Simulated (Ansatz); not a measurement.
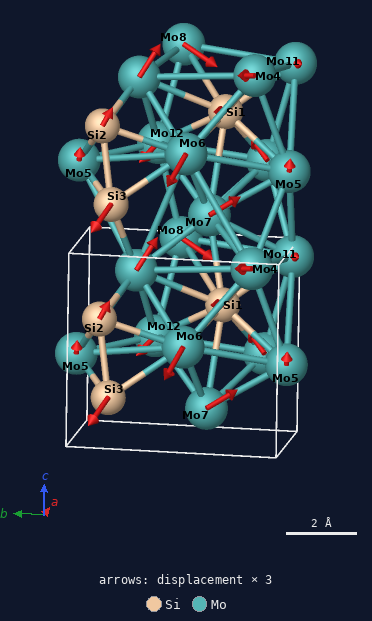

This is a relaxation of an amorphous cell of composition SiMo3 (coarse preliminary run). The starting structure is drawn; red arrows show the displacements (the part carried along by the change of the cell is left out), magnified 3 times.

A ball-and-stick model of the cell of the calculation, repeated 1 × 1 × 2 with one cell outlined, seen from a free direction.

Case: atoms packed at random at 1.16 times the crystal's volume.

These are results of DFT PBE, scalar-relativistic, plane waves, PAW in Ansatz, not measurements.

The input:
```yaml
crystal:
  lattice:
    - [6.04341, 0.056539, 0.440052]
    - [0.056539, 6.132205, 0.119459]
    - [0.440052, 0.119459, 5.580355]
  atoms:
    - { symbol: Si, position: [0.5599376743, 0.3192277603, 0.6965747606] }
    - { symbol: Si, position: [0.0724865304, 0.8568107753, 0.6579514475] }
    - { symbol: Si, position: [0.1192437067, 0.8141452462, 0.2477709561] }
    - { symbol: Mo, position: [0.2092006623, 0.1491444536, 0.9413033553] }
    - { symbol: Mo, position: [0.4224014501, 0.9985124432, 0.4245413269] }
    - { symbol: Mo, position: [0.2074169822, 0.4700706881, 0.5168209936] }
    - { symbol: Mo, position: [0.5466574337, 0.3875022817, 0.158677152] }
    - { symbol: Mo, position: [0.9450947708, 0.560276504, 0.9787256999] }
    - { symbol: Mo, position: [0.3972884484, 0.716380431, 0.8747677212] }
    - { symbol: Mo, position: [0.888255927, 0.1489229188, 0.4099388959] }
    - { symbol: Mo, position: [0.7457869455, 0.0078440337, 0.9401940707] }
    - { symbol: Mo, position: [0.7629582146, 0.657451124, 0.4887917313] }
  symmetry: { detect: false }
basis:
  ecutwfc: 420
kpoints:
  mp_grid: { grid: [2, 2, 3], shift: [0.5, 0.5, 0.0] }
hamiltonian:
  xc: pbe
scf:
  occupations: { method: gaussian, width: 0.1 }
  lower_state_search: "off"
output:
  forces: true
  stress: true
  eigenvalues: true
relax:
  adjacent_minimum: "off"
  f_tol: 0.04
  max_steps: 70
  cell: { stress_tol: 0.3 }
```

Command:
```bash
ansatz run input.yaml --threads 2 --pin off --max-ram 5120MiB --backend cpu --events-out ev --progress --plain --runs-dir out
```

Question: Describe the change and its energy.

Answer: Mo8 moves most relative to the cell: 0.44 Å roughly along [−1 −2 −1]. Largest moves by element: Mo 0.44 Å, Si 0.42 Å. The drawn cell changes as follows: a 6.060 → 6.003 Å (−0.9 %), b 6.134 → 6.004 Å (−2.1 %), c 5.599 → 5.056 Å (−9.7 %), α 87.6° → 90.0°, β 81.3° → 90.0°, γ 88.9° → 90.0°; the volume changes by −11.3 %. Near-neighbour distances that change, for instance: Mo9–Mo12 4.362 → 3.230 Å, Mo8–Mo10 4.202 → 3.136 Å, Mo6–Mo9 3.860 → 3.016 Å, Si2–Si3 3.356 → 2.528 Å. Over 6 accepted moves (7 points after the start) the energy falls by 4.788 eV per cell of the calculation. Largest force component: 1.8 eV/Å at the start, 0.03 eV/Å at the end. Pressure: −15.62 GPa at the start and 0.15 GPa at the end. The SCF was repeated once at an unchanged geometry on a basis and grid sized afresh for the cell, which shifted the energy by 3.7 meV per cell of the calculation at most.

Limits of the set-up: the periodic images lie only 5.6 Å apart, so the values are limited by the cell's size.
